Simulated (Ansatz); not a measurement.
## (16,0) blue phosphorene nanotube (64 atoms): geometry optimisation

Wanted: the relaxed structure of (16,0) blue phosphorene nanotube (64 atoms) and its electronic structure.

Method: Kohn-Sham DFT, PBE+D3(BJ), PAW (set soft_2), plane waves, in Ansatz 0.2.0.

**1. Starting point**

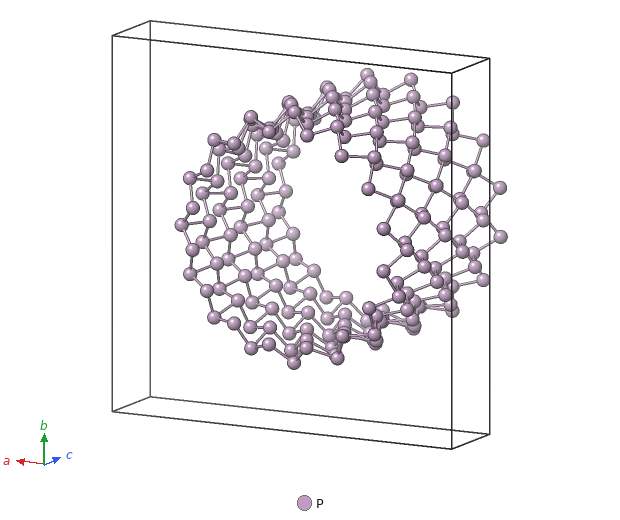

The starting structure, seen at a slant to the c axis (phosphorus pink). 1×1×3 cells are drawn.

The cell holds 64 atoms: 64 P. Cell: a = 26.945 Å, b = 26.945 Å, c = 5.681 Å, α = 90.0°, β = 90.0°, γ = 90.0°. It derives from P (blue phosphorene). Blue phosphorene sheet (a = 3.28 Å) rolled into a (16,0) tube of diameter 16.70 Å, 1 period, 9 Å of vacuum; not relaxed, displaced by a Gaussian of 0.02 Å. Vacuum lies along a and b. The structure repeats along c.

Limits known from the start: The cell is under 6 Å thick along one periodic direction, so every atom has periodic images of itself close by, which move with it and show among its neighbours and in g(r).

**2. Single point at the start**

The forces at the start show how far the geometry lies from a minimum of this functional.

Input file input.yaml:

```yaml
crystal:
  lattice:
    - [26.9449, 0.0, 0.0]
    - [0.0, 26.9449, 0.0]
    - [0.0, 0.0, 5.68113]
  atoms:
    - { symbol: P, position: [0.83203, 0.49978, 0.33109] }
    - { symbol: P, position: [0.78085, 0.5564, 0.16921] }
    - { symbol: P, position: [0.80802, 0.62613, 0.33629] }
    - { symbol: P, position: [0.73833, 0.66021, 0.16515] }
    [... 54 atom lines left out ...]
    - { symbol: P, position: [0.807, 0.37138, 0.3316] }
    - { symbol: P, position: [0.78119, 0.44494, 0.16583] }
    - { symbol: P, position: [0.77705, 0.31536, 0.83725] }
    - { symbol: P, position: [0.76455, 0.39063, 0.65952] }
    - { symbol: P, position: [0.82635, 0.43515, 0.83235] }
    - { symbol: P, position: [0.78686, 0.50095, 0.66765] }
kpoints:
  mp_grid: { grid: [1, 1, 3] }
hamiltonian:
  xc: pbe
  dispersion: d3bj
scf:
  occupations: { method: gaussian, width: 0.05 }
output:
  forces: true
```

On the command line:

```
ansatz run input.yaml --threads 4 --pin off --max-ram 8192MiB --backend cpu --events-out ev --progress --plain --runs-dir out
```

Run time: 59 s. Hardware: 4 threads of Arm Neoverse V2, shared host; peak memory 4.9 GiB; 3.8 min of CPU time.

The program notes that it cut back its work space to fit the memory limit.

Read from the output:

```
free energy            : -48373.9408 eV
free energy per atom   : -755.8428 eV/atom
SCF cycles             : 10
r.m.s. force component : 0.3016 eV/Å
longest force          : 0.9745 eV/Å
Fermi energy           : -1.41 eV
```

The r.m.s. force component of 0.30 eV/Å sets the starting point.

Length of the force by element:

```csv
element,coordination,atoms,mean length of the force (eV/Å),spread,least,most
P,all,64,0.486,0.191,0.127,0.975
```

**3. Relaxation**

With the cell held, the atoms are moved downhill towards a nearby minimum.

input.yaml, as its differences from that of step 2:

```diff
@@ -16 +16,4 @@
   forces: true
+relax:
+  f_tol: 0.05
+  max_steps: 47
```

Wall time 3 min (4 threads); peak memory 5 GiB; 12 min of CPU time.

Step by step:

```csv
step,energy less that of the first step (eV),largest force component (eV/Å)
1,0.0000,0.9025
2,-0.3602,0.2745
3,-0.4549,0.0214
4,-0.4549,0.0214
```

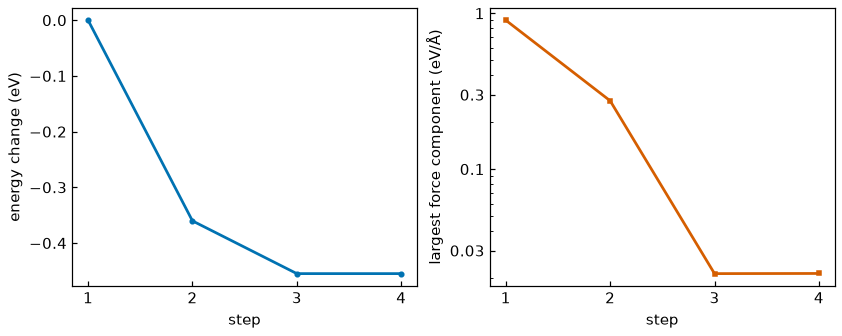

Energy and largest force along the relaxation.

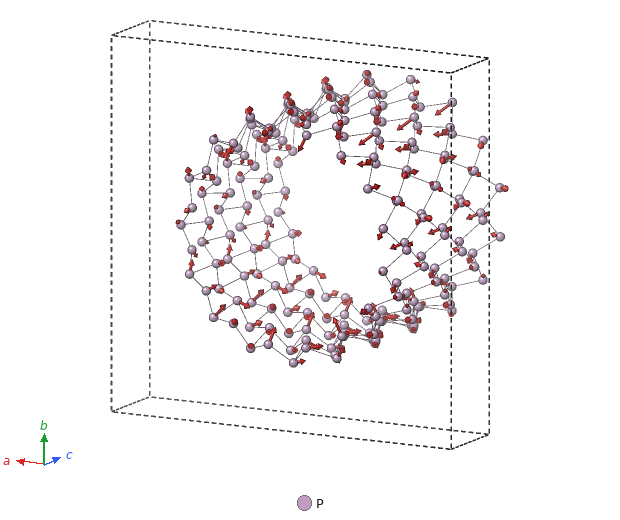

Displacements in the relaxation, exaggerated; the longest in the cell stands for 0.07 Å. 1×1×3 cells are drawn.

The atoms that moved most (Å):

```csv
atom,dx,dy,dz,length
P25,0.040,-0.038,-0.038,0.067
P55,-0.011,0.031,0.058,0.067
P40,0.029,0.056,0.000,0.063
P26,0.058,-0.006,-0.011,0.060
P48,-0.012,0.050,0.025,0.057
P58,-0.052,-0.014,-0.017,0.056
P16,0.016,-0.047,-0.022,0.054
P44,-0.046,0.006,0.025,0.053
```

The relaxation changed the energy by -7.11 meV/atom, and atoms moved by 0.038 Å r.m.s., 0.067 Å at most.

**4. Structure statistics after relaxation**

Bonds before and after, by the cutoffs listed below:

```csv
pair,bonds before,bonds after,mean before (Å),mean after (Å),spread before (Å),spread after (Å)
P-P,96,96,2.259,2.262,0.029,0.001
```

Normalised to the volume that the atoms fill. Pair distribution function in bins of 0.2 Å:

```csv
r (Å),total
2.20,8.15
2.40,0.00
2.60,0.00
2.80,0.00
3.00,1.53
3.20,2.71
3.40,3.20
3.60,0.49
3.80,0.00
4.00,2.67
4.20,0.00
4.40,0.00
4.60,0.00
4.80,0.00
5.00,1.09
5.20,2.14
5.40,0.97
5.60,0.88
5.80,0.03
6.00,1.18
6.20,0.00
6.40,0.68
6.60,0.63
6.80,1.50
7.00,0.58
7.20,0.00
7.40,0.00
7.60,0.73
```

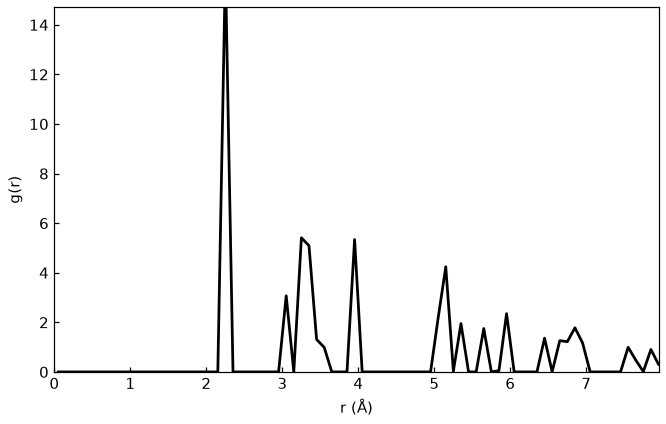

Pair distribution functions, with peaks cut at 14.

Bonds by pair of elements; cutoffs follow the first minimum of g(r), held within bounds set by covalent radii, and pairs that aren't listed don't count as bonded:

```csv
pair A-B,cutoff (Å),bonds,mean length (Å),spread (Å),shortest (Å),B about A,A about B
P-P,2.68,96,2.26,0.001,2.26,3,3
```

How many atoms have how many bonded neighbours:

```csv
element,mean,3
P,3,64
```

Bond angles (no mean is given where the spread exceeds 20°):

```csv
angle,count,mean (°),spread (°)
P-P-P,192,92.8,5.5
```

With the cutoffs above, all P atoms have 3 bonded neighbours. The P-P-P angle averages 93° with a spread of 6°.

**5. Single point at the relaxed geometry**

The electronic structure is read at the final geometry, in a run of its own.

Input file input.yaml:

```yaml
crystal:
  lattice:
    - [26.9449, 0.0, 0.0]
    - [0.0, 26.9449, 0.0]
    - [0.0, 0.0, 5.68113]
  atoms:
    - { symbol: P, position: [0.83268, 0.50001, 0.33301] }
    - { symbol: P, position: [0.78123, 0.55611, 0.16461] }
    - { symbol: P, position: [0.80774, 0.62755, 0.33211] }
    - { symbol: P, position: [0.73855, 0.65944, 0.16416] }
    [... 54 atom lines left out ...]
    - { symbol: P, position: [0.8069, 0.37283, 0.33378] }
    - { symbol: P, position: [0.78065, 0.44432, 0.16566] }
    - { symbol: P, position: [0.77622, 0.31525, 0.83376] }
    - { symbol: P, position: [0.76421, 0.39049, 0.66593] }
    - { symbol: P, position: [0.82594, 0.43508, 0.83355] }
    - { symbol: P, position: [0.78649, 0.50021, 0.66519] }
kpoints:
  mp_grid: { grid: [1, 1, 3] }
hamiltonian:
  xc: pbe
  dispersion: d3bj
scf:
  occupations: { method: gaussian, width: 0.05 }
output:
  forces: true
  populations: intrinsic
  dos:
    method: { smearing: { sigma: 0.08 } }
    de: 0.1
    projected: { site_lists: { P: [P] } }
  eigenvalues: true
  write_density: true
  write_potential: true
  volumetric_format: npy
```

Elapsed: 2.1 min, on 4 threads; peak memory 5.3 GiB; 8.2 min of CPU time.

The program notes that the exchange-correlation potential is rough where the density is thin.

Numbers from this run:

- free energy: -48374.3956 eV
- free energy per atom: -755.8499 eV/atom
- SCF cycles: 9
- r.m.s. force component: 0.00658 eV/Å
- longest force: 0.02248 eV/Å
- Fermi energy: -1.404 eV
- gap (highest filled to lowest empty level): 1.847 eV

Intrinsic-atomic-orbital charges by element:

```csv
element,coordination,atoms,mean charge (e),spread,least,most
P,all,64,0,0.0103,-0.0107,0.0107
```

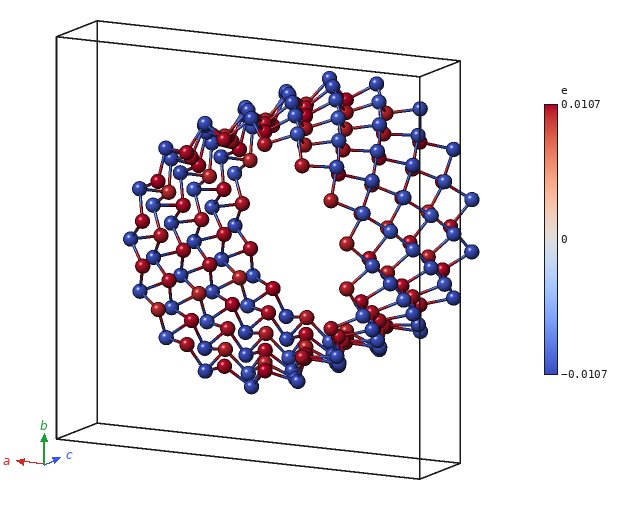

Atoms coloured by intrinsic-atomic-orbital charge. 1×1×3 cells are drawn.

Density of states as counts of states in windows of 1 eV (from the Fermi level), total and the larger projections:

```csv
from (eV),to (eV),total,P p,P s
-10,-9,15.3,6.2,8.9
-9,-8,16.6,5.1,11.2
-8,-7,23.3,8.2,14.8
-7,-6,5.1,4.8,0.1
-6,-5,24.5,21.8,2.2
-5,-4,39.1,33.0,5.3
-4,-3,34.1,30.3,3.0
-3,-2,32.2,28.2,3.2
-2,-1,54.3,45.0,8.3
-1,0,2.8,2.3,0.4
0,1,6.2,4.4,0.9
1,2,29.8,23.3,2.8
2,3,55.7,44.1,3.7
```

The curve was stored every 0.100 eV, coarse against its broadening of 0.08 eV, so these counts are rough.

Between -16 and -10 eV lie 73 more states.

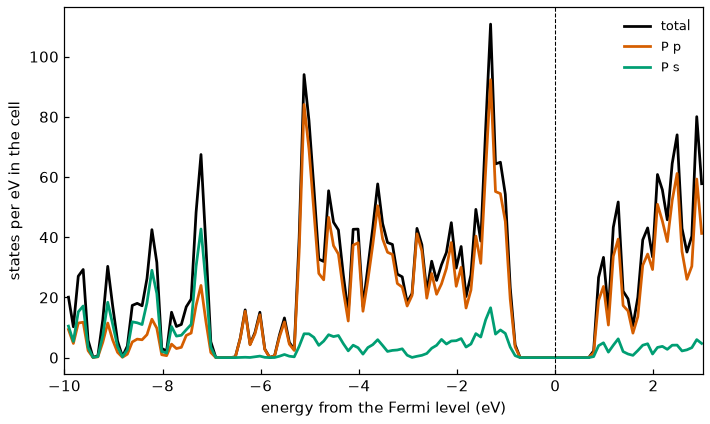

Total and projected density of states, with the broadening of the input.

The levels nearest the highest filled one (over half full), pooled over k-points and spins:

```csv
level less the highest filled one (eV),occupation
-0.0973,2
-0.0969,2
-0.0046,2
-0.0019,2
-5.0e-4,2
0,2
1.85,0
1.85,0
1.86,0
1.86,0
1.92,0
2.00,0
```

Intrinsic-atomic-orbital charges run from -0.01 to +0.01 e. The largest share in the top eV of filled states is P p (84 % of the projected weight), and in the lowest eV of empty states P p (87 % of the projected weight).

**6. Results**

| Item | Value |
| --- | --- |
| energy change in the relaxation | -7.107 meV/atom |
| r.m.s. displacement | 0.038 Å |
| largest displacement | 0.067 Å |
| free energy per atom | -755.8499 eV/atom |
| r.m.s. force component | 0.00658 eV/Å |
| gap (highest filled to lowest empty level) | 1.847 eV |
| wall time of the 3 DFT runs | 6.2 min |

Relaxation lowers the energy by 7.11 meV/atom and moves atoms by 0.038 Å r.m.s.; the r.m.s. force component goes from 0.30 to 0.0066 eV/Å. By the final cutoffs no bond was broken or made. The r.m.s. move is of the size of the random displacements put into the start (0.035 Å r.m.s. in three dimensions). From the first step to the last the energy fell by 0.455 eV, and the largest move was 0.07 Å (P25, with 1 other atom within 2 % of it). The P-P bonds go from 2.259 Å (spread 0.029) to 2.262 Å (spread 0.001). With the cutoffs above, all P atoms have 3 bonded neighbours. The highest filled and lowest empty levels differ by 1.85 eV on the run's k-points; the mesh holds the band edges only if they fold onto it, so the gap at this level can be narrower or closed, while semilocal functionals tend to narrow gaps against experiment.

[Logs are printed without paths, hosts, clocks, repeated set-up lines and the standing remarks that a program may print on its own settings, such as how far it seeks lower states.]

[Hosts, paths, dates, database ids (printed as entryN), source tags and the programs' standing remarks are cut or masked in the printed files.]
